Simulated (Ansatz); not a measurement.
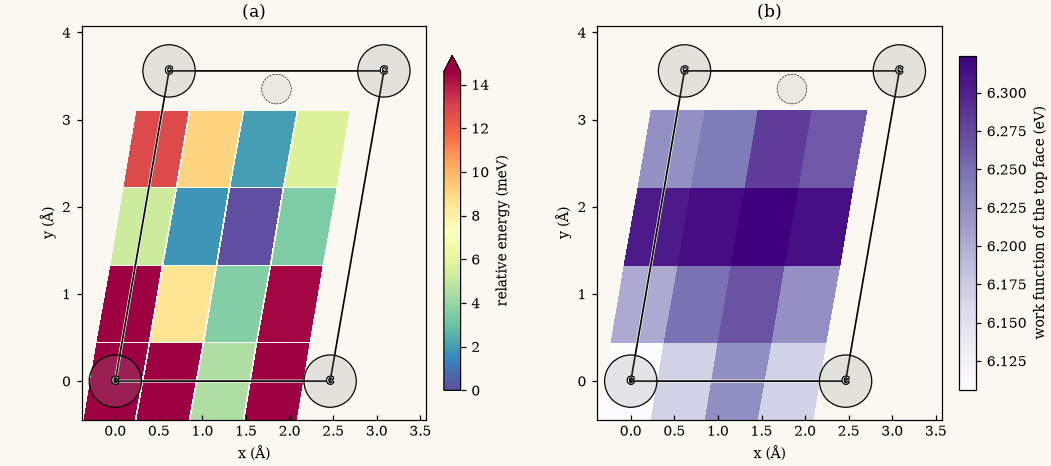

N₂ on a C(111) slab cut from the Fmmm phase, its upper half relaxed before the scan (12 atoms of substrate and one adsorbate in a 2 × 1 cell). N2 is moved over the surface cell at a fixed height above a rigid substrate; the origin of the map has the adsorbate above C11; the height is held at 3.10 Å. Places are given modulo a cell vector. The map is drawn in real space over the plane of the surface. The grid has 4 × 4 points. Places are given in fractions of the 1 × 1 surface cell. Energies: meV, counted from the lowest grid point. At a fixed height the lowest place need not be the adsorption site. Computed with Ansatz 0.2.0, DFT PBE+D3(BJ), scalar-relativistic, plane waves, PAW. Settings: cutoff 420 eV, k-mesh 6×8×1, gaussian smearing 0.05 eV, no spin polarisation.

Panel (a) is the energy; panel (b) is the computed work function of the top face, in eV.

The picture shows one coloured cell a grid point, labelled circles for the atoms of the top layer and small ones for the second layer, the outline of one cell of the plane, one colour for all values above the top of the scale.

Question: How does the work function of the top face vary over the map, and what is it at the lowest grid point?

Answer: It runs from 6.11 eV at the top site over a surface C atom, (0/4, 0/4) of the cell vectors to 6.32 eV at the trough between two rows of top atoms, (2/4, 2/4) of the cell vectors. At the lowest grid point, the trough between two rows of top atoms, (2/4, 2/4) of the cell vectors, it is 6.32 eV.

PAW datasets: the set soft_1.
